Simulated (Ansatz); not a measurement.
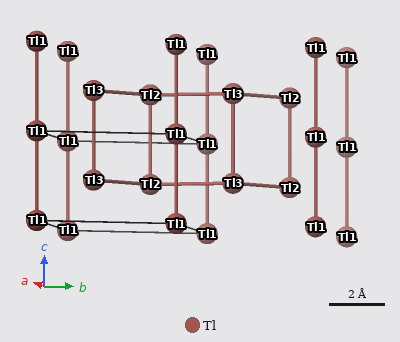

Starting structure of crystalline Tl (a generated structure, set up in P6/mmm). The picture is a ball-and-stick view of the cell of the calculation, repeated 1 × 2 × 2 with one cell outlined, seen from a free direction.

Phase: omega (AlB2-type).

Level of theory: DFT, RPBE, plane waves (420 eV) with PAW, scalar-relativistic in Ansatz 0.2.0.

The input:
```yaml
crystal:
  lattice:
    - [5.4111348334, 0.0, 0.0]
    - [-2.7055674167, 4.686180229, 0.0]
    - [0.0, 0.0, 3.3170256529]
  atoms:
    - { symbol: Tl, position: [0.0, 0.0, 0.0] }
    - { symbol: Tl, position: [0.3333333333, 0.6666666667, 0.5] }
    - { symbol: Tl, position: [0.6666666667, 0.3333333333, 0.5] }
hamiltonian:
  xc: rpbe
  pseudopotentials:
    kind: paw
    azcp:
      Tl: "pseudopotentials/Tl.paw.azcp"
basis:
  ecutwfc: 420
  fft_grid_basis: typed
kpoints:
  mp_grid: { grid: [7, 7, 10], shift: [0, 0, 0] }
magnetization:
  spin_polarized: false
scf:
  occupations: { method: fermi_dirac, width: 0.1 }
relax:
  max_steps: 60
  f_tol: 0.01
  cell: {}
```

> Predict the outcome.

No atom moves by more than 0.005 Å relative to the cell. Cell: a = b 5.411 → 5.775 Å (+6.7 %), c 3.317 → 3.547 Å (+6.9 %). Volume +21.8 %. Some distances before and after: Tl1–Tl1 3.317 → 3.547 Å, Tl2–Tl3 3.124 → 3.334 Å. The space group stays P6/mmm (No. 191). Over 4 accepted moves (5 points after the start) the energy falls by 0.289 eV per cell of the calculation. All forces vanish by symmetry, so only the cell relaxes. Pressure: 6.32 GPa at the start and −0.02 GPa at the end. At 1 point the geometry stayed and the basis and grid were re-selected for the new cell (energy shift of 3.1 meV per cell of the calculation at most each time).

History of the run:

```json
{"step": "0", "E − E(0), meV/atom": "0.00", "pressure, GPa": "6.32", "volume, Å³/atom": "28.037", "note": ""}
{"step": "1", "E − E(0), meV/atom": "-87.75", "pressure, GPa": "1.36", "volume, Å³/atom": "32.101", "note": ""}
{"step": "2", "E − E(0), meV/atom": "-94.65", "pressure, GPa": "0.42", "volume, Å³/atom": "33.424", "note": ""}
{"step": "3", "E − E(0), meV/atom": "-95.44", "pressure, GPa": "0.05", "volume, Å³/atom": "34.062", "note": ""}
{"step": "4", "E − E(0), meV/atom": "-95.44", "pressure, GPa": "0.00", "volume, Å³/atom": "34.145", "note": ""}
{"step": "5", "E − E(0), meV/atom": "-96.46", "pressure, GPa": "-0.02", "volume, Å³/atom": "34.145", "note": "same geometry, new basis"}
```

Final geometry:

```
Tl
1.0
     5.77457    0.00000    0.00000
    -2.88729    5.00093    0.00000
     0.00000    0.00000    3.54712
Tl
3
Direct
  0.00000 0.00000 0.00000
  0.33333 0.66667 0.50000
  0.66667 0.33333 0.50000
```

The end point in the same view:

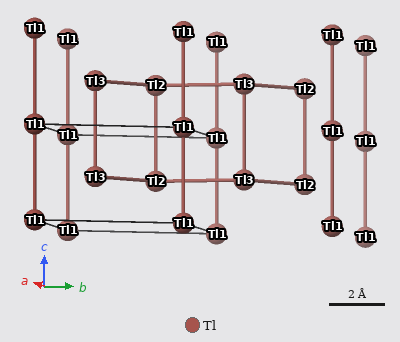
